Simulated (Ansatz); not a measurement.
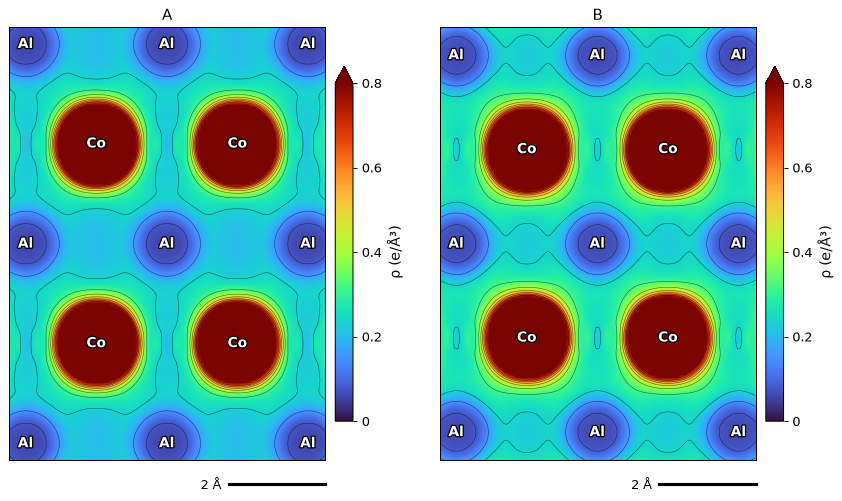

AlCo. The valence pseudo-density of two cells that differ in size and shape, on the (011̄) plane of each (indices in the axes of the calculation cell), at one length scale and on one colour scale; one has 11.2 and the other 12.6 Å³ an atom.

All numbers below come from DFT PBEsol, scalar-relativistic, plane waves, PAW (Ansatz 0.2.0).

In a PAW calculation such maps are meaningful between the atoms, not at the nuclei.

The larger cell:

```
CELL_PARAMETERS angstrom
2.93218 0.00000 0.00000
0.00000 2.93218 0.00000
0.00000 0.00000 2.93218
ATOMIC_POSITIONS crystal
Al 0.00000 0.00000 0.00000
Co 0.50000 0.50000 0.50000
```

The smaller cell: a = 2.932 Å, b = 2.932 Å, c = 2.594 Å, α = 90.00°, β = 90.00°, γ = 90.00°.

> Which is the denser cell? Describe the effect of the change.

Panel B is the smaller cell, by 12 % in volume. From the larger cell to the smaller, Al–Co goes from 2.54 to 2.45 Å, and the density at its midpoint from 0.29 to 0.33 e/Å³; the pressure goes from −17 to 4.1 GPa.
